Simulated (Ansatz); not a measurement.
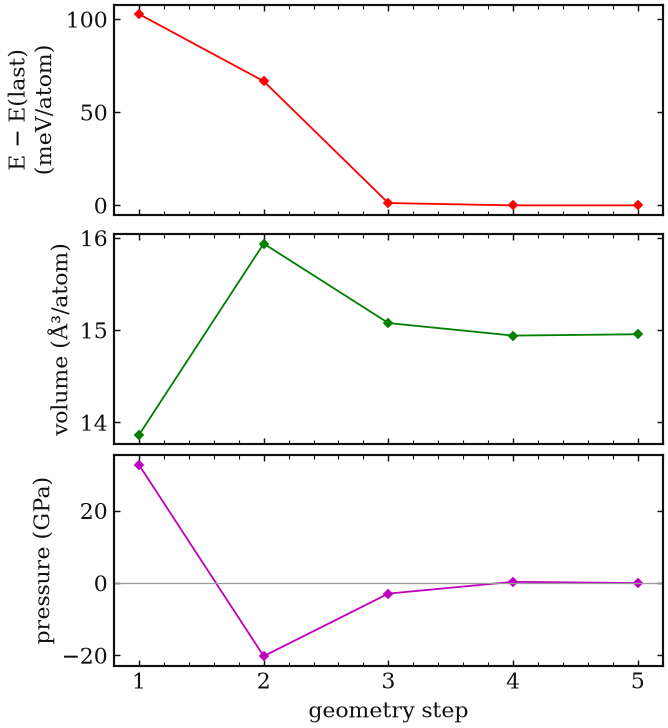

History of a geometry optimisation. Atoms and cell relax. A closing SCF on a freshly chosen basis isn't drawn.

- system: Re (P6_3/mmc, 2 atoms in the cell)
- method: DFT, PBE, PAW with Ansatz's default frozen-core files, scalar-relativistic (Ansatz 0.2.0); cutoff 420 eV, 14×14×8 k-mesh, Fermi–Dirac smearing of 0.08 eV

**How did the optimisation end?**

The optimisation met its thresholds at geometry 5, counting the start as the first. The energy fell by about 100 meV/atom from the first step to the last. All forces vanish by symmetry, so only the cell moves.

**What happens to the cell?**

The volume grows from 13.9 to 15.0 Å³ per atom (+8 %), overshooting to 15.9 at step 2, as the pressure goes from 33 GPa to about 0 GPa. The start was compressed.
